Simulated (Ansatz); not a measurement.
**Pd: single-point calculation**

System: Pd (Fm-3m, 4 atoms in the cell).
Method: DFT PBE, scalar-relativistic, plane waves, PAW, no spin polarisation (Ansatz 0.2.0).

The structure derives from an entry of the Crystallography Open Database. It belongs to a series of runs on one base structure; here: band edges of the strained film's bulk. Figures and captions count atoms from 1; the log counts them from 0 in places.

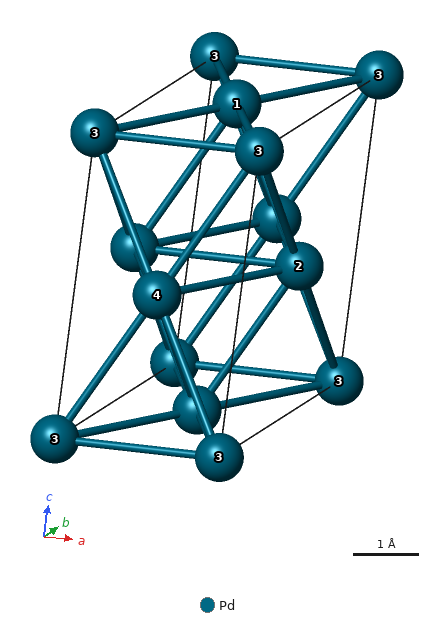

The input geometry (ball-and-stick view of the reduced cell, seen slightly off an axis; atoms are numbered from 1 in the order of the input). Near neighbours in the crystal (not all of them lie inside the picture): Pd has 12 Pd at 2.79 Å.

### Input file
```yaml
crystal:
  lattice:
    - [5.5744824363, 0.0, 0.0]
    - [-2.7872412181, 4.8276434028, 0.0]
    - [-1.3936206091, 0.8046072338, 2.2764074294]
  atoms:
    - { symbol: Pd, position: [0.0, 0.5, 0.0] }
    - { symbol: Pd, position: [0.5, 0.5, 0.0] }
    - { symbol: Pd, position: [0.0, 0.0, 0.0] }
    - { symbol: Pd, position: [0.5, 0.0, 0.0] }
basis:
  ecutwfc: 420
kpoints:
  mp_grid: { grid: [9, 9, 15] }
hamiltonian:
  xc: pbe
scf:
  occupations: { method: gaussian, width: 0.1 }
output:
  forces: true
  stress: true
  eigenvalues: true
  write_density: true
  write_potential: true
  elf: true
  volumetric_format: npy
```

Machine: 8 threads of AMD EPYC (Zen 5), 64 GiB of memory available, shared host.

Run as:
```bash
ansatz run input.yaml --threads 8 --pin off --max-ram 20480MiB --backend cpu --events-out ev --progress --plain --runs-dir out
```

### The program's output
```
Engine: ansatz 0.2.0, x86_64-unknown-linux-gnu
Pseudopotentials: kind: paw
Pseudopotential: Pd, paw, valence charge 18, recommended cutoff 420 eV (normal), Pd.paw.azcp
Functional definition: PBE
  parameter kappa = 0.804
  parameter beta = 0.06672455060314922
  exchange = pbe_x(kappa = kappa, mu = beta*pi^2/3)
  correlation = pbe_c(beta = beta)
Crystal: 4 atoms, lattice volume = 61.262 Å³
Basis set: ecut = 420 eV, 1213 PW (Γ), exchange–correlation on 80×80×40 points (8 copies of the dense FFT grid, shifted against one another)
Bands: 44, of which v1, the nominal top of the filled ones, is band 36 counted from 1 (35 counted from 0)
Symmetry: 16 space group operations
Space group: R-3m (ITA 166), of the structure as read, at distance tolerance 3.9e-5 Å
k-points: 340 of 1215
Non-local potential: Pd, projectors of the file, l = 0: 2, l = 1: 2, l = 2: 2, l = 3: 1
PAW form: soft (Blöchl's): semilocal exchange-correlation on the pseudo side does not see the compensation charge
PAW one-centre angular grid: Pd, 590 points (default); XC on 64 Gauss nodes
Initial density: superposition of atomic densities (neutral atoms: chi_scale 0, normalization atom), corrected by the library's trained network
Initial wavefunctions: pseudopotential atomic-orbital guess
Functional: x = pbe(κ = 0.804, μ = 0.2195149727645171), c = pbe(β = 0.06672455060314922)
SCF iter   1: F=—  HF=-27891.427752 eV  |F-HF|=—  |Δ(HF+E_count)|=         —  Δρ=4.51e-3  dr2=4.91e-3  ethr=1.77e-3  ⟨swp⟩=5.5  Hψ=55337  notcnv=0  defer=305
preconditioner: auto → Kerker (q_TF=auto, 2.803 Å⁻¹)  [metal: Δε(μ)=0.000 eV  Ē_g=8.972 eV  σ=0.100 eV  W_gap=0.00  n_scr=30 (ndim 8)  ℏωp=30.0 eV  f_vac=0.000  D(μ)=9.69/eV (n_scr^D=170)]
SCF iter   2: F=—  HF=-27891.427877 eV  |F-HF|=—  |Δ(HF+E_count)|=   1.25e-4  Δρ=2.30e-3  dr2=1.07e-3  ethr=6.82e-6  ⟨swp⟩=1.1  Hψ=17824  notcnv=0  defer=324
SCF iter   3: F=—  HF=-27891.428146 eV  |F-HF|=—  |Δ(HF+E_count)|=   2.69e-4  Δρ=3.39e-4  dr2=4.85e-5  ethr=1.48e-6  ⟨swp⟩=2.4  Hψ=19602  notcnv=0  defer=324
SCF iter   4: F=—  HF=-27891.428129 eV  |F-HF|=—  |Δ(HF+E_count)|=   1.65e-5  Δρ=8.90e-5  dr2=3.01e-6  ethr=6.73e-8  ⟨swp⟩=2.4  Hψ=20342  notcnv=0  defer=324
iter 5 did not close the SCF: its close was put off for the readings that it lacked (scf_convergence_deferred on its scf_iter line)
SCF iter   5: F=-27891.428130 eV  HF=-27891.428130 eV  |F-HF|=3.08e-8  |Δ(HF+E_count)|=   7.88e-7  Δρ=1.47e-5  dr2=8.69e-8  ethr=4.18e-9  ⟨swp⟩=2.2  Hψ=20806  notcnv=0  defer=324
SCF iter   6: F=-27891.428130 eV  HF=-27891.428130 eV  |F-HF|=2.00e-10  |Δ(HF+E_count)|=   3.47e-8  Δρ=4.12e-6  dr2=6.72e-9  ethr=1.21e-10  ⟨swp⟩=8.9  Hψ=83034  notcnv=0
SCF 1 converged in 6 iterations: F = -27891.428130 eV  dr2 = 6.72e-9
  greatest PAW one-centre occupation: 0.999 electrons in one spin orbital (limit 2), on the Pd atom at site 3 (counted from 0), in its partial waves of l = 0
```

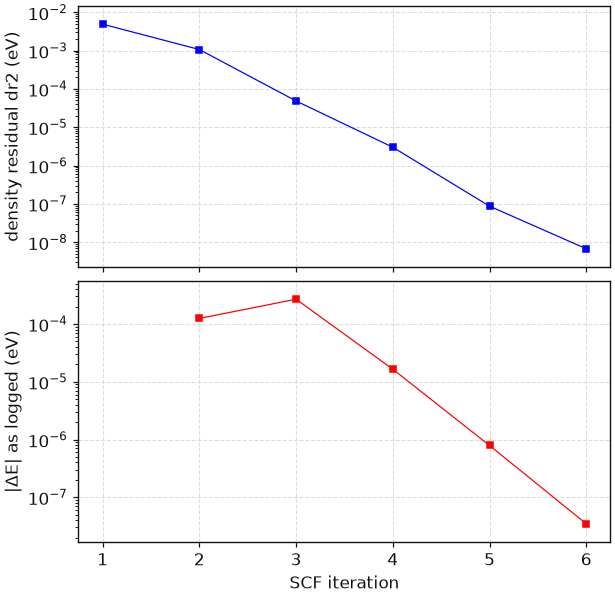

Convergence of the self-consistent field: density residual dr2 and size of the energy change against the SCF iteration. The residual falls at every step.

```
SCF converged after 6 iterations
Free energy (F): -27891.428130 eV
Harris-Foulkes:  -27891.428130 eV  (|F-HF|=2.00e-10)
Internal energy: -27891.379449 eV  (E = F + TS)
E sigma→0 (E₀):  -27891.403789 eV
Entropy (-TS):   -0.048682 eV (-12.170 meV/atom)
Fermi energy:    18.831062 eV
--- Per-component energies (eV) ---
  E_band       = -606.971871
  E_kinetic    = 2052.521567
  E_local      = -7205.867343  (includes V_loc(G=0)·N_el)
  E_nonlocal   = 868.779851
  E_hartree    = 2920.207033
  E_xc         = -673.924558
  E_vxc        = -845.441811  (∫ρ·V_xc dr)
  E_paw        = -15000.762412  (= ΣΔE_a)
  E_vpaw       = -1317.382267  (= ΣTr[D̂ρ^β])
  E_aug_tail   = 0.000796  (compensation charges beyond the density's cutoff)
  E_ewald      = -10852.334382
  E_smearing   = -0.048682  (= −TS)
  E_closure    = -0.000000  (closes the sum)
  Σ components = -27891.428130   (vs F -27891.428130, Δ=0.00e0)
--- Forces (eV/Å), atoms counted from 1 ---
  atom   1  Pd     0.00000000    -0.00000000    -0.00000000
  atom   2  Pd     0.00000000     0.00000000    -0.00000000
  atom   3  Pd     0.00000000     0.00000000     0.00000000
  atom   4  Pd     0.00000000    -0.00000000     0.00000000
  max |Σ_I F_I| component: 2.37e-29 eV/Å
--- Stress (GPa, compression-positive) ---
       -0.001443      -0.016668      -0.006279
       -0.016668      -0.020689       0.003625
       -0.006279       0.003625       0.050283
  P = ⅓ Tr σ = 0.0094 GPa (0.094 kbar)
--- Band table (eV; the first three rows and the last of 340) ---
  k-point 0: bands = ["-65.1806", "-65.1347", "-65.1347", "-65.1197", "-31.0677", "-31.0677", "-31.0475", "-30.8443", "-30.8416", "-30.7608", "-30.7608", "-30.7584", "-30.7584", "-30.7095", "-30.7085", "-30.7061", "11.9656", "13.7464", "13.8176", "13.8176", "14.0189", "16.1132", "16.1132", "16.1165", "16.1165", "16.1553", "16.1570", "16.1588", "17.6729", "17.6734", "18.7784", "18.8048", "18.8048", "18.8077", "18.8077", "19.1017", "19.1035", "19.9205", "19.9205", "22.1774", "25.8492", "25.8492", "29.1883", "31.8008"]
  k-point 1: bands = ["-65.1786", "-65.1341", "-65.1341", "-65.1203", "-31.0611", "-31.0611", "-31.0398", "-30.8468", "-30.8407", "-30.7695", "-30.7695", "-30.7627", "-30.7627", "-30.7239", "-30.7117", "-30.7088", "12.1222", "13.8349", "13.9234", "13.9234", "14.0992", "16.0338", "16.0338", "16.1024", "16.2097", "16.2114", "16.2115", "16.2115", "17.6485", "17.6490", "18.1423", "18.1423", "18.6707", "18.7367", "18.8142", "18.8142", "19.0416", "20.5761", "20.5761", "22.3229", "25.9626", "25.9626", "29.5031", "31.3135"]
  k-point 2: bands = ["-65.1730", "-65.1323", "-65.1323", "-65.1222", "-31.0433", "-31.0433", "-31.0207", "-30.8586", "-30.8307", "-30.7955", "-30.7955", "-30.7731", "-30.7731", "-30.7682", "-30.7181", "-30.7152", "12.5663", "14.0624", "14.1990", "14.1990", "14.3562", "15.8316", "15.8316", "15.9834", "16.3370", "16.3382", "16.4889", "16.4889", "17.2183", "17.2183", "17.6091", "17.6101", "17.9238", "18.2980", "18.8338", "18.8338", "18.9694", "21.4652", "21.4652", "22.5344", "26.3399", "26.3399", "29.8834", "30.7172"]
  k-point 339: bands = ["-65.1606", "-65.1383", "-65.1342", "-65.1342", "-30.9897", "-30.9897", "-30.9482", "-30.8390", "-30.8390", "-30.8285", "-30.8014", "-30.8011", "-30.7647", "-30.7647", "-30.7517", "-30.7473", "13.5326", "14.3243", "14.6601", "14.7582", "14.7582", "15.4254", "15.7524", "15.7524", "16.1439", "16.1439", "16.6960", "16.8366", "16.9620", "16.9620", "17.2525", "17.3454", "17.7831", "18.0179", "18.0718", "18.0718", "18.5092", "18.6682", "21.0765", "21.0765", "29.2089", "29.2089", "33.4494", "33.4494"]
```

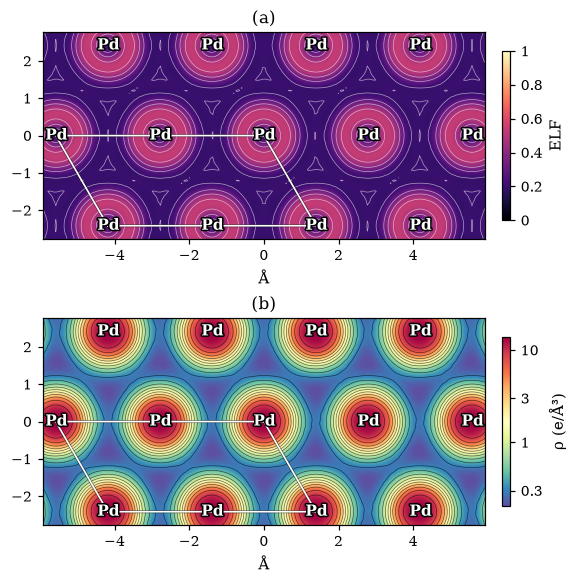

(a) electron localisation function; (b) valence pseudo-density on the (010) plane of the calculation cell. Atoms in the plane: Pd. Pd–Pd (2.79 Å): the density is about 0.28 e/Å³ at the midpoint; the ELF is about 0.20 at the midpoint (no shared electron pair). Away from the nuclei the density in this plane falls to 0.2 e/Å³ at its lowest. The strong features right at Pd lie inside the PAW spheres (semicore, d or f shells) and say nothing about bonding. In a PAW calculation such maps are meaningful between the atoms, not at the nuclei.

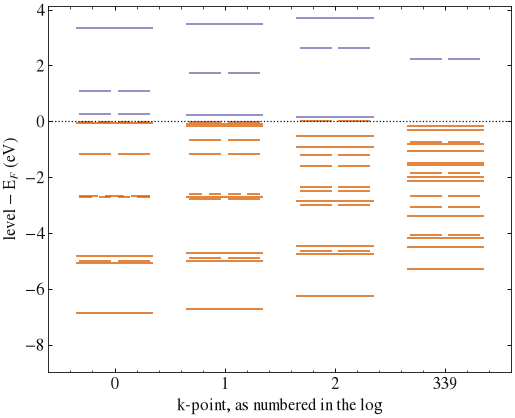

Kohn–Sham levels near the Fermi level (dotted) at the few k-points that the log prints; levels within 0.02 eV of each other stand side by side. The system is metallic on the full mesh.

### Summary

| quantity | value |
| --- | --- |
| outcome | converged |
| space group (tolerance 0.01 Å) | Fm-3m (225) |
| electrons treated | 72 |
| free energy | −27891.4281 eV |
| Fermi energy | 18.831 eV |
| gap on the k-point mesh | none (metallic) |
| pressure | 0.01 GPa |
| largest force (length of the vector) | under 0.001 eV/Å |
| wall time | 2.4 s (CPU time 17 s) |
| peak memory | 0.95 GiB |
